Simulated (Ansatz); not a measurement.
Geometry relaxation of SiN2 (part 1 of 3)

System: SiN2 (C222₁, 12 atoms in the cell).
Method: DFT with r2SCAN, PAW plane waves, no spin polarisation (Ansatz 0.2.0).

The structure is a generated one, with these elements put on the sites of a known structure type; it need not be a known phase. Figures and captions count atoms from 1; the log counts them from 0 in places.

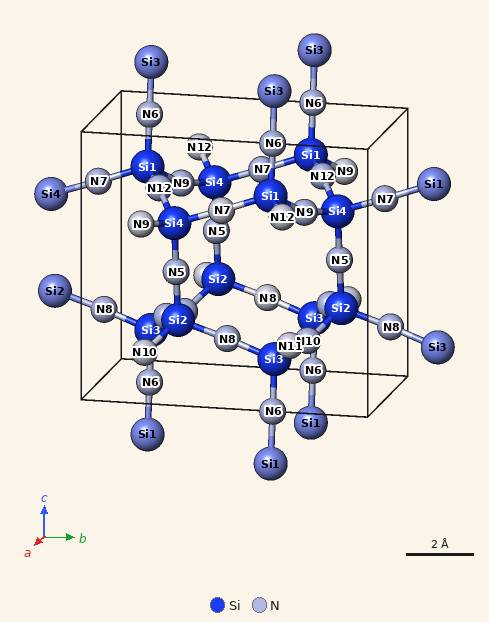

*The input geometry (ball-and-stick view of the cell 2 times as large as that of the calculation, set on its symmetry axes, seen slightly off an axis; neighbours outside the cell are drawn fainter; atoms are numbered from 1 in the order of the input).*

Near neighbours in the crystal (not all of them lie inside the picture): Si has 4 N at 1.56 to 1.58 Å; N has 2 Si at 1.56 to 1.58 Å.

### The input
```yaml
crystal:
  lattice:
    - [0.0, 5.064233, 0.0]
    - [4.41306, -2.532117, 0.0]
    - [0.0, 0.0, -8.278772]
  atoms:
    - { symbol: Si, position: [0.7151, 0.3362, 0.8121] }
    - { symbol: Si, position: [0.2849, 0.6638, 0.3121] }
    - { symbol: Si, position: [0.6211, 0.3362, 0.1879] }
    - { symbol: Si, position: [0.3789, 0.6638, 0.6879] }
    - { symbol: "N", position: [0.3315, 0.663, 0.5] }
    - { symbol: "N", position: [0.6685, 0.337, 0.0] }
    - { symbol: "N", position: [0.5714, 0.0, 0.75] }
    - { symbol: "N", position: [0.4286, 0.0, 0.25] }
    - { symbol: "N", position: [0.5711, 0.507, 0.7208] }
    - { symbol: "N", position: [0.4289, 0.493, 0.2208] }
    - { symbol: "N", position: [0.9359, 0.507, 0.2792] }
    - { symbol: "N", position: [0.0641, 0.493, 0.7792] }
  symmetry: { tolerance: 0.0003 }
kpoints:
  mp_grid: { grid: [5, 5, 3], shift: [0, 0, 0] }
magnetization:
  spin_polarized: false
scf:
  occupations: { method: fermi_dirac }
  lower_state_search: "off"
hamiltonian:
  pseudopotentials: { kind: paw }
  xc: r2scan
basis:
  ecutwfc: 500
  fft_grid_basis: typed
relax:
  max_steps: 40
  cell: { p_target: 0.0 }
output:
  forces: true
  stress: true
  eigenvalues: true
  bader: true
  populations: true
  elf: true
  write_potential: true
  volumetric_format: npy
  dos:
    e_range: [-12, 8]
    de: 0.05
    projected: { site_lists: { "N": ["N"], Si: [Si] } }
checkpoint:
  read: saved_state
```

Launched with:
```bash
ansatz run input.yaml --threads 2 --pin off --max-ram 3584MiB --backend cpu --events-out ev --progress --plain --runs-dir out
```

### Output
```
Engine: ansatz 0.2.0, aarch64-unknown-linux-gnu
Pseudopotentials: kind: paw
Pseudopotential: Si, paw, valence charge 4, recommended cutoff 500 eV (meta_gga), Si.paw.azcp
Pseudopotential: N, paw, valence charge 5, recommended cutoff 500 eV (meta_gga), N.paw.azcp
Functional definition: r2SCAN
  parameter k0 = 0.174
  parameter k1 = 0.065
  parameter a1 = 4.9479
  exchange = r2scan_x(k0 = k0, k1 = k1, a1 = a1)
  correlation = r2scan_c
Crystal: 12 atoms, lattice volume = 185.020 Å³
Basis set: ecut = 500 eV, 4691 PW (Γ), exchange–correlation on 160×160×256 points (64 copies of the dense FFT grid, shifted against one another)
Bands: 40, of which v1, the nominal top of the filled ones, is band 28 counted from 1 (27 counted from 0)
Symmetry: 4 space group operations
Space group: C2221 (ITA 20), of the structure as read, at distance tolerance 1.7e-3 Å
k-points: 18 of 75 (time reversal used)
Non-local potential: Si, projectors of the file, l = 0: 2, l = 1: 2, l = 2: 2
Non-local potential: N, projectors of the file, l = 0: 2, l = 1: 2, l = 2: 1
PAW form: soft (Blöchl's): semilocal exchange-correlation on the pseudo side does not see the compensation charge
PAW frozen core: Si, regenerated for the run's functional (the file was generated under x = pbe(κ = 0.804, μ = 0.2195149727645171), c = pbe(β = 0.06672455060314922))
PAW frozen core: N, regenerated for the run's functional (the file was generated under x = pbe(κ = 0.804, μ = 0.2195149727645171), c = pbe(β = 0.06672455060314922))
PAW one-centre angular grid: Si, 302 points (default); XC on 160 Gauss nodes
PAW one-centre angular grid: N, 302 points (default); XC on 160 Gauss nodes
Initial density: read from a saved state, or passed on in memory by an earlier SCF of this step, an earlier step, the calling program or the single point that the run made first
Initial wavefunctions: pseudopotential atomic-orbital guess
Functional: x = r2scan, c = r2scan; τ floored in thin density (d = 2e-4 eV/Å³)
iter 1 solved again at ethr=1.44e-6 eV; its pass at ethr=3.10e-3 eV (dr2=8.06e-4 eV) is discarded
SCF iter   1: F=-5626.275890 eV  HF=-5626.255621 eV  |F-HF|=2.03e-2  |Δ(HF+E_count)|=         —  Δρ=1.08e-3  dr2=7.24e-4  dr2_τ=3.49e-3  ethr=1.44e-6  ⟨swp⟩=2.6  Hψ=5666  notcnv=0
preconditioner: auto → LDOS  [metal: Δε(μ)=0.032 eV  Ē_g=13.602 eV  σ=0.100 eV  W_gap=0.08  n_scr=34 (ndim 8)  ℏωp=20.4 eV  f_vac=0.228  D(μ)=7.66/eV (n_scr^D=66)  β→1.0]
SCF iter   2: F=-5626.277053 eV  HF=-5626.277054 eV  |F-HF|=1.76e-6  |Δ(HF+E_count)|=   2.14e-2  Δρ=2.00e-4  dr2=5.39e-5  dr2_τ=1.66e-5  ethr=1.29e-6  ⟨swp⟩=2.0  Hψ=1512  notcnv=0
SCF iter   3: F=-5626.277201 eV  HF=-5626.277204 eV  |F-HF|=3.00e-6  |Δ(HF+E_count)|=   1.50e-4  Δρ=5.74e-5  dr2=7.20e-6  dr2_τ=7.31e-7  ethr=9.63e-8  ⟨swp⟩=2.6  Hψ=1253  notcnv=0
SCF iter   4: F=-5626.277206 eV  HF=-5626.277206 eV  |F-HF|=5.42e-7  |Δ(HF+E_count)|=   1.84e-6  Δρ=2.34e-5  dr2=7.78e-7  dr2_τ=8.94e-8  ethr=1.29e-8  ⟨swp⟩=2.1  Hψ=1154  notcnv=0
SCF iter   5: F=-5626.277206 eV  HF=-5626.277206 eV  |F-HF|=1.62e-8  |Δ(HF+E_count)|=   3.14e-8  Δρ=3.57e-6  dr2=1.10e-8  dr2_τ=3.61e-9  ethr=1.79e-10  ⟨swp⟩=13.9  Hψ=5805  notcnv=0
SCF 1 converged in 5 iterations: F = -5626.277206 eV  dr2 = 1.10e-8
  greatest PAW one-centre occupation: 0.842 electrons in one spin orbital (limit 2), on the N atom at site 11 (counted from 0), in its partial waves of l = 0
relax step   1: F+E_penalty+E_count = -5626.27720625 eV  Δ(F+E_penalty+E_count) = +0.000e0 eV  max|allowed force component| = 1.474e0 eV/Å  Δτ_max = 0.0000 Å  P = +35.200 GPa  Ω = 185.020 Å³  (5 SCF iters, dr2 threshold 1.00e-7 eV, accepted)
Crystal: 12 atoms, lattice volume = 203.103 Å³
Basis set: ecut = 500 eV, 5195 PW (Γ), exchange–correlation on 160×160×256 points (64 copies of the dense FFT grid, shifted against one another)
Initial density: handed on by an earlier stage of this run
Initial wavefunctions: those handed on with the density
iter 1 solved again at ethr=1.22e-3 eV; its pass at ethr=3.10e-3 eV (dr2=6.85e-1 eV) is discarded
SCF iter   1: F=-5628.871343 eV  HF=-5628.868923 eV  |F-HF|=2.42e-3  |Δ(HF+E_count)|=         —  Δρ=1.80e-2  dr2=6.86e-1  dr2_τ=3.67e-1  ethr=1.22e-3  ⟨swp⟩=3.1  Hψ=3796  notcnv=0
preconditioner: auto → LDOS  [metal: Δε(μ)=0.035 eV  Ē_g=12.865 eV  σ=0.100 eV  W_gap=0.09  n_scr=34 (ndim 8)  ℏωp=19.5 eV  f_vac=0.275  D(μ)=8.35/eV (n_scr^D=66)  β→1.0]
SCF iter   2: F=-5629.054026 eV  HF=-5629.013171 eV  |F-HF|=4.09e-2  |Δ(HF+E_count)|=   1.44e-1  Δρ=5.21e-3  dr2=2.52e-2  dr2_τ=1.28e-2  ethr=1.22e-3  ⟨swp⟩=4.1  Hψ=1623  notcnv=0  defer=4
SCF iter   3: F=-5629.057141 eV  HF=-5629.058356 eV  |F-HF|=1.21e-3  |Δ(HF+E_count)|=   4.52e-2  Δρ=1.67e-3  dr2=5.91e-3  dr2_τ=1.78e-4  ethr=4.51e-5  ⟨swp⟩=2.0  Hψ=1491  notcnv=0  defer=5
SCF iter   4: F=-5629.059123 eV  HF=-5629.059097 eV  |F-HF|=2.66e-5  |Δ(HF+E_count)|=   7.41e-4  Δρ=3.43e-4  dr2=1.24e-4  dr2_τ=3.10e-5  ethr=1.05e-5  ⟨swp⟩=2.1  Hψ=1285  notcnv=0  defer=5
SCF iter   5: F=-5629.059286 eV  HF=-5629.059286 eV  |F-HF|=5.54e-7  |Δ(HF+E_count)|=   1.89e-4  Δρ=7.50e-5  dr2=6.68e-6  dr2_τ=1.23e-6  ethr=2.21e-7  ⟨swp⟩=2.0  Hψ=1217  notcnv=0  defer=5
SCF iter   6: F=-5629.059288 eV  HF=-5629.059288 eV  |F-HF|=1.01e-7  |Δ(HF+E_count)|=   2.14e-6  Δρ=1.76e-5  dr2=4.61e-7  dr2_τ=3.20e-8  ethr=2.14e-9  ⟨swp⟩=17.9  Hψ=7370  notcnv=0
SCF 2 converged in 6 iterations: F = -5629.059288 eV  dr2 = 4.61e-7
[... from here on the iterations of each SCF are left out, up to the last one ...]
relax step   2: F+E_penalty+E_count = -5629.05928766 eV  Δ(F+E_penalty+E_count) = -2.782e0 eV  max|allowed force component| = 5.862e-1 eV/Å  Δτ_max = 0.0119 Å  P = +15.333 GPa  Ω = 203.103 Å³  energy of the carried Pulay correction = -4.403e-3 eV  (6 SCF iters, dr2 threshold 1.20e-6 eV, accepted)
Crystal: 12 atoms, lattice volume = 228.228 Å³
Basis set: ecut = 500 eV, 5771 PW (Γ), exchange–correlation on 160×160×256 points (64 copies of the dense FFT grid, shifted against one another)
preconditioner: auto → LDOS  [metal: Δε(μ)=0.037 eV  Ē_g=12.463 eV  σ=0.100 eV  W_gap=0.09  n_scr=36 (ndim 8)  ℏωp=18.4 eV  f_vac=0.306  D(μ)=9.45/eV (n_scr^D=84)  β→1.0]
SCF 3 converged in 7 iterations: F = -5630.093920 eV  dr2 = 2.18e-7
relax step   3: F+E_penalty+E_count = -5630.09391953 eV  Δ(F+E_penalty+E_count) = -1.035e0 eV  max|allowed force component| = 1.795e-1 eV/Å  Δτ_max = 0.1287 Å  P = -0.451 GPa  Ω = 228.228 Å³  energy of the carried Pulay correction = -9.886e-3 eV  (7 SCF iters, dr2 threshold 1.20e-6 eV, accepted)
Crystal: 12 atoms, lattice volume = 229.683 Å³
Basis set: ecut = 500 eV, 5795 PW (Γ), exchange–correlation on 160×160×256 points (64 copies of the dense FFT grid, shifted against one another)
preconditioner: auto → LDOS  [metal: Δε(μ)=0.013 eV  Ē_g=12.687 eV  σ=0.100 eV  W_gap=0.03  n_scr=36 (ndim 8)  ℏωp=18.3 eV  f_vac=0.281  D(μ)=9.60/eV (n_scr^D=92)  β→1.0]
SCF 4 converged in 7 iterations: F = -5630.135446 eV  dr2 = 1.48e-7
relax step   4: F+E_penalty+E_count = -5630.13544589 eV  Δ(F+E_penalty+E_count) = -4.153e-2 eV  max|allowed force component| = 2.607e-2 eV/Å  Δτ_max = 0.1630 Å  P = +0.019 GPa  Ω = 229.683 Å³  energy of the carried Pulay correction = -1.018e-2 eV  (7 SCF iters, dr2 threshold 1.20e-6 eV, accepted)
Crystal: 12 atoms, lattice volume = 229.285 Å³
Basis set: ecut = 500 eV, 5823 PW (Γ), exchange–correlation on 160×160×256 points (64 copies of the dense FFT grid, shifted against one another)
eigensolver tolerance schedule calibrated: the retry pair's looser diagonalisation under-reported the residual by θ = 0.08 (0.13/decade); ethr = c·dr2/N_el runs at the constant in force after the calibration composes with the one it found (an armed cap, an earlier calibration), c = 5.7e-2
preconditioner: auto → LDOS  [metal: Δε(μ)=0.037 eV  Ē_g=12.718 eV  σ=0.100 eV  W_gap=0.09  n_scr=36 (ndim 8)  ℏωp=18.4 eV  f_vac=0.279  D(μ)=9.47/eV (n_scr^D=84)  β→1.0]
SCF 5 converged in 7 iterations: F = -5630.143320 eV  dr2 = 8.28e-9
relax step   5: F+E_penalty+E_count = -5630.14331967 eV  Δ(F+E_penalty+E_count) = -7.874e-3 eV  max|allowed force component| = 3.920e-2 eV/Å  Δτ_max = 0.0485 Å  P = +0.103 GPa  Ω = 229.285 Å³  energy of the carried Pulay correction = -1.010e-2 eV  (7 SCF iters, dr2 threshold 9.18e-8 eV, accepted)
Crystal: 12 atoms, lattice volume = 230.663 Å³
Basis set: ecut = 500 eV, 5879 PW (Γ), exchange–correlation on 160×160×256 points (64 copies of the dense FFT grid, shifted against one another)
preconditioner: auto → LDOS  [metal: Δε(μ)=0.012 eV  Ē_g=12.610 eV  σ=0.100 eV  W_gap=0.03  n_scr=36 (ndim 8)  ℏωp=18.3 eV  f_vac=0.282  D(μ)=9.51/eV (n_scr^D=90)  β→1.0]
SCF 6 converged in 7 iterations: F = -5630.145839 eV  dr2 = 1.52e-8
relax step   6: F+E_penalty+E_count = -5630.14583900 eV  Δ(F+E_penalty+E_count) = -2.519e-3 eV  max|allowed force component| = 5.640e-2 eV/Å  Δτ_max = 0.0822 Å  P = -0.568 GPa  Ω = 230.663 Å³  energy of the carried Pulay correction = -1.038e-2 eV  (7 SCF iters, dr2 threshold 1.61e-7 eV, accepted)
Crystal: 12 atoms, lattice volume = 230.103 Å³
Basis set: ecut = 500 eV, 5871 PW (Γ), exchange–correlation on 160×160×256 points (64 copies of the dense FFT grid, shifted against one another)
preconditioner: auto → LDOS  [metal: Δε(μ)=0.034 eV  Ē_g=12.668 eV  σ=0.100 eV  W_gap=0.08  n_scr=36 (ndim 8)  ℏωp=18.3 eV  f_vac=0.279  D(μ)=9.39/eV (n_scr^D=74)  β→1.0]
SCF 7 converged in 5 iterations: F = -5630.150203 eV  dr2 = 6.18e-7
relax step   7: F+E_penalty+E_count = -5630.15020349 eV  Δ(F+E_penalty+E_count) = -4.364e-3 eV  max|allowed force component| = 3.030e-2 eV/Å  Δτ_max = 0.0298 Å  P = -0.463 GPa  Ω = 230.103 Å³  energy of the carried Pulay correction = -1.027e-2 eV  (5 SCF iters, dr2 threshold 1.20e-6 eV, accepted)
Crystal: 12 atoms, lattice volume = 227.826 Å³
Basis set: ecut = 500 eV, 5807 PW (Γ), exchange–correlation on 160×160×256 points (64 copies of the dense FFT grid, shifted against one another)
eigensolver tolerance schedule calibrated: the retry pair's looser diagonalisation under-reported the residual by θ = 0.10 (0.15/decade); ethr = c·dr2/N_el runs at the constant in force after the calibration composes with the one it found (an armed cap, an earlier calibration), c = 4.4e-2
preconditioner: auto → LDOS  [metal: Δε(μ)=0.014 eV  Ē_g=12.663 eV  σ=0.100 eV  W_gap=0.03  n_scr=36 (ndim 8)  ℏωp=18.4 eV  f_vac=0.273  D(μ)=8.72/eV (n_scr^D=74)  β→1.0]
SCF 8 converged in 6 iterations: F = -5630.162018 eV  dr2 = 1.46e-7
relax step   8: F+E_penalty+E_count = -5630.16201808 eV  Δ(F+E_penalty+E_count) = -1.181e-2 eV  max|allowed force component| = 7.931e-2 eV/Å  Δτ_max = 0.0790 Å  P = -0.106 GPa  Ω = 227.826 Å³  energy of the carried Pulay correction = -9.803e-3 eV  (6 SCF iters, dr2 threshold 5.58e-7 eV, accepted)
Crystal: 12 atoms, lattice volume = 223.523 Å³
Basis set: ecut = 500 eV, 5685 PW (Γ), exchange–correlation on 160×160×256 points (64 copies of the dense FFT grid, shifted against one another)
preconditioner: auto → LDOS  [metal: Δε(μ)=0.029 eV  Ē_g=12.635 eV  σ=0.100 eV  W_gap=0.07  n_scr=36 (ndim 8)  ℏωp=18.6 eV  f_vac=0.262  D(μ)=7.61/eV (n_scr^D=54)  β→1.0]
SCF 9 converged in 7 iterations: F = -5630.180982 eV  dr2 = 1.89e-8
relax step   9: F+E_penalty+E_count = -5630.18098152 eV  Δ(F+E_penalty+E_count) = -1.896e-2 eV  max|allowed force component| = 1.121e-1 eV/Å  Δτ_max = 0.1574 Å  P = -0.487 GPa  Ω = 223.523 Å³  energy of the carried Pulay correction = -8.910e-3 eV  (7 SCF iters, dr2 threshold 3.93e-7 eV, accepted)
Crystal: 12 atoms, lattice volume = 220.185 Å³
Basis set: ecut = 500 eV, 5597 PW (Γ), exchange–correlation on 160×160×256 points (64 copies of the dense FFT grid, shifted against one another)
eigensolver tolerance schedule calibrated: the retry pair's looser diagonalisation under-reported the residual by θ = 0.09 (0.14/decade); ethr = c·dr2/N_el runs at the constant in force after the calibration composes with the one it found (an armed cap, an earlier calibration), c = 5.3e-2
preconditioner: auto → LDOS  [metal: Δε(μ)=0.029 eV  Ē_g=12.687 eV  σ=0.100 eV  W_gap=0.07  n_scr=36 (ndim 8)  ℏωp=18.7 eV  f_vac=0.257  D(μ)=7.17/eV (n_scr^D=42)  β→1.0]
SCF 10 converged in 6 iterations: F = -5630.192273 eV  dr2 = 6.57e-8
relax step  10: F+E_penalty+E_count = -5630.19227276 eV  Δ(F+E_penalty+E_count) = -1.129e-2 eV  max|allowed force component| = 3.467e-2 eV/Å  Δτ_max = 0.0683 Å  P = +0.014 GPa  Ω = 220.185 Å³  energy of the carried Pulay correction = -8.204e-3 eV  (6 SCF iters, dr2 threshold 1.20e-6 eV, accepted)
Crystal: 12 atoms, lattice volume = 220.336 Å³
Basis set: ecut = 500 eV, 5601 PW (Γ), exchange–correlation on 160×160×256 points (64 copies of the dense FFT grid, shifted against one another)
preconditioner: auto → LDOS  [metal: Δε(μ)=0.057 eV  Ē_g=12.674 eV  σ=0.100 eV  W_gap=0.14  n_scr=36 (ndim 8)  ℏωp=18.7 eV  f_vac=0.262  D(μ)=6.65/eV (n_scr^D=42)  β→1.0]
SCF 11 converged in 6 iterations: F = -5630.192554 eV  dr2 = 1.07e-8
relax step  11: F+E_penalty+E_count = -5630.19255392 eV  Δ(F+E_penalty+E_count) = -2.812e-4 eV  max|allowed force component| = 3.697e-2 eV/Å  Δτ_max = 0.0088 Å  P = +0.075 GPa  Ω = 220.336 Å³  energy of the carried Pulay correction = -8.236e-3 eV  (6 SCF iters, dr2 threshold 7.51e-8 eV, accepted)
Crystal: 12 atoms, lattice volume = 220.460 Å³
preconditioner: auto → LDOS  [metal: Δε(μ)=0.049 eV  Ē_g=12.668 eV  σ=0.100 eV  W_gap=0.12  n_scr=36 (ndim 8)  ℏωp=18.7 eV  f_vac=0.261  D(μ)=6.84/eV (n_scr^D=42)  β→1.0]
SCF 12 converged in 5 iterations: F = -5630.192927 eV  dr2 = 2.25e-8
relax step  12: F+E_penalty+E_count = -5630.19292719 eV  Δ(F+E_penalty+E_count) = -3.733e-4 eV  max|allowed force component| = 1.230e-3 eV/Å  Δτ_max = 0.0102 Å  P = +0.007 GPa  Ω = 220.460 Å³  energy of the carried Pulay correction = -8.262e-3 eV  (5 SCF iters, dr2 threshold 8.54e-8 eV, accepted)
Basis set: ecut = 500 eV, 5597 PW (Γ), exchange–correlation on 180×160×288 points (64 copies of the dense FFT grid, shifted against one another)
Initial wavefunctions: pseudopotential atomic-orbital guess (no wavefunctions were taken with the density)
preconditioner: auto → LDOS  [metal: Δε(μ)=0.053 eV  Ē_g=12.672 eV  σ=0.100 eV  W_gap=0.13  n_scr=36 (ndim 8)  ℏωp=18.7 eV  f_vac=0.261  D(μ)=6.80/eV (n_scr^D=42)  β→1.0]
SCF 13 converged in 6 iterations: F = -5630.225239 eV  dr2 = 1.06e-11
```
